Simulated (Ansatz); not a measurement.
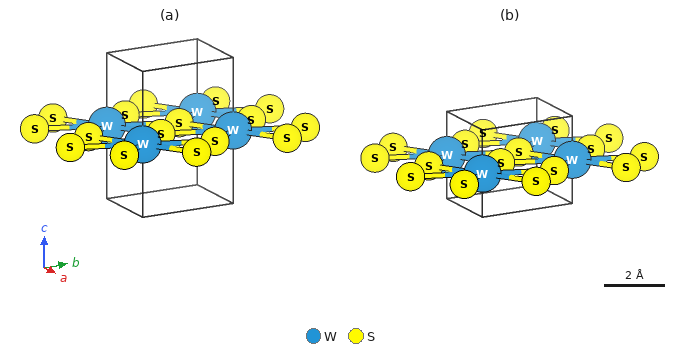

The structure of crystalline WS₂ (a generated structure, set up in P6/mmm) before (left) and after (right) a relaxation, at one scale.

Style: ball-and-stick. Shown: the cell of the calculation, slightly off an axis.

Level of theory: DFT PBE, scalar-relativistic, plane waves, PAW (Ansatz 0.2.0). (plane-wave cutoff 420 eV; k-point mesh 12 × 12 × 10; occupations gaussian; smearing width 0.1 eV; collinear spin; cell and atoms relaxed; force threshold 0.01 eV/Å; at most 80 steps)

### What changed between the two?

The atoms keep their places relative to the cell (all moves are under 0.005 Å). The drawn cell changes as follows: a = b 4.377 → 4.352 Å (−0.6 %), c 4.958 → 2.965 Å (−40.2 %); the volume changes by −40.9 %. Near-neighbour distances that change, for instance: W–W 4.958 → 2.965 Å, S–W 2.527 → 2.513 Å. The space group stays P6/mmm (No. 191). After 12 accepted moves (13 points after the start) the energy has fallen by 1.208 eV per cell of the calculation. All forces vanish by symmetry, so only the cell relaxes. The pressure goes from −0.35 to −0.02 GPa. At 1 point the geometry stayed and the basis and grid were re-selected for the new cell (energy shift of 1.1 meV per cell of the calculation at most each time). The program noted that the starting moments weren't kept.
